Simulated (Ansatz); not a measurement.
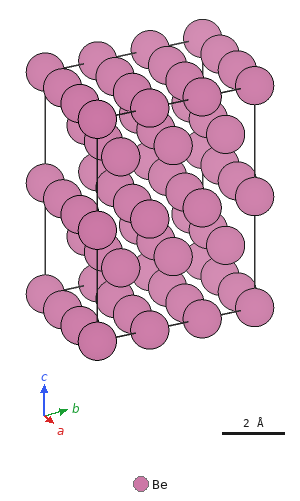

Starting frame of a dynamics run of a 36-atom cell of Be. The cell was cut from the hcp crystal. The picture is a spheres-only view of the simulation cell, seen slightly off an axis.

Theory: Ansatz 0.2.0, DFT PBE, scalar-relativistic, plane waves, PAW.

Input file:
```yaml
accuracy: low
crystal:
  lattice:
    - [7.091764, 0.0, 0.0]
    - [-3.545882, 6.141648, 0.0]
    - [0.0, 0.0, 7.40853]
  atoms:
    - { symbol: Be, position: [0.0, 0.0, 0.0] }
    - { symbol: Be, position: [0.1111111, 0.2222222, 0.25] }
    - { symbol: Be, position: [0.0, 0.0, 0.5] }
    - { symbol: Be, position: [0.1111111, 0.2222222, 0.75] }
    - { symbol: Be, position: [0.0, 0.3333333, 0.0] }
    - { symbol: Be, position: [0.1111111, 0.5555556, 0.25] }
    - { symbol: Be, position: [0.0, 0.3333333, 0.5] }
    - { symbol: Be, position: [0.1111111, 0.5555556, 0.75] }
    - { symbol: Be, position: [0.0, 0.6666667, 0.0] }
    - { symbol: Be, position: [0.1111111, 0.8888889, 0.25] }
    - { symbol: Be, position: [0.0, 0.6666667, 0.5] }
    - { symbol: Be, position: [0.1111111, 0.8888889, 0.75] }
    - { symbol: Be, position: [0.3333333, 0.0, 0.0] }
    - { symbol: Be, position: [0.4444444, 0.2222222, 0.25] }
    - { symbol: Be, position: [0.3333333, 0.0, 0.5] }
    - { symbol: Be, position: [0.4444444, 0.2222222, 0.75] }
    - { symbol: Be, position: [0.3333333, 0.3333333, 0.0] }
    - { symbol: Be, position: [0.4444444, 0.5555556, 0.25] }
    - { symbol: Be, position: [0.3333333, 0.3333333, 0.5] }
    - { symbol: Be, position: [0.4444444, 0.5555556, 0.75] }
    - { symbol: Be, position: [0.3333333, 0.6666667, 0.0] }
    - { symbol: Be, position: [0.4444444, 0.8888889, 0.25] }
    - { symbol: Be, position: [0.3333333, 0.6666667, 0.5] }
    - { symbol: Be, position: [0.4444444, 0.8888889, 0.75] }
    - { symbol: Be, position: [0.6666667, 0.0, 0.0] }
    - { symbol: Be, position: [0.7777778, 0.2222222, 0.25] }
    - { symbol: Be, position: [0.6666667, 0.0, 0.5] }
    - { symbol: Be, position: [0.7777778, 0.2222222, 0.75] }
    - { symbol: Be, position: [0.6666667, 0.3333333, 0.0] }
    - { symbol: Be, position: [0.7777778, 0.5555556, 0.25] }
    - { symbol: Be, position: [0.6666667, 0.3333333, 0.5] }
    - { symbol: Be, position: [0.7777778, 0.5555556, 0.75] }
    - { symbol: Be, position: [0.6666667, 0.6666667, 0.0] }
    - { symbol: Be, position: [0.7777778, 0.8888889, 0.25] }
    - { symbol: Be, position: [0.6666667, 0.6666667, 0.5] }
    - { symbol: Be, position: [0.7777778, 0.8888889, 0.75] }
basis:
  ecutwfc: 420.0
kpoints:
  mp_grid: { grid: [2, 2, 2] }
hamiltonian:
  xc: pbe
scf:
  occupations: { method: fermi_dirac, width: 0.17 }
  lower_state_search: "off"
md:
  timestep: 1
  n_steps: 90
  ensemble: nvt_langevin
  temperature: 2000.0
  initial_velocities: maxwell_boltzmann
  seed: 483797
  friction: 0.02
```

Run as
```bash
ansatz run input.yaml --threads 1 --pin off --max-ram 3072MiB --backend cpu --events-out ev --progress --plain --runs-dir out
```

Predict how the run goes.

Answer. The mean temperature in the second half is 1542 K (standard deviation 126 K). The potential energy in the second half lies on average 178 meV per atom above the first frame. Root-mean-square distances from the starting positions over the second half, with the common drift of all atoms taken out: Be 0.26 Å. The run lasts only 90 fs, too short to tell vibration from diffusion.

Along the run (each row but the first and the last is the mean over the interval that it begins):

| time (fs) | potential energy (meV/atom) | T (K) |
| --- | --- | --- |
| 0.0 | 0.0 | 1944 |
| 15.0 | 202.1 | 1082 |
| 30.0 | 198.9 | 1530 |
| 45.0 | 176.5 | 1589 |
| 60.0 | 180.7 | 1572 |
| 75.0 | 178.3 | 1460 |
| 90.0 | 172.6 | 1615 |

The paths of the atoms, magnified 2 times:

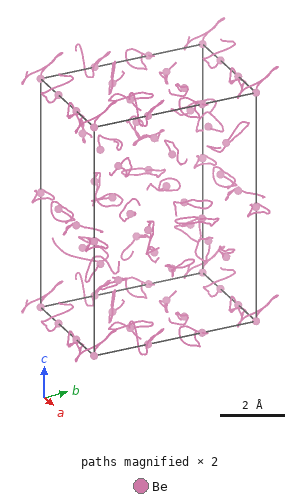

Limits of the set-up: the k-point mesh is coarse for a cell with partly filled bands; the program's low-accuracy preset was used.

The run took 9.2 min on 1 thread of Arm Neoverse V2, with other jobs on the host, peak memory 0.65 GiB.
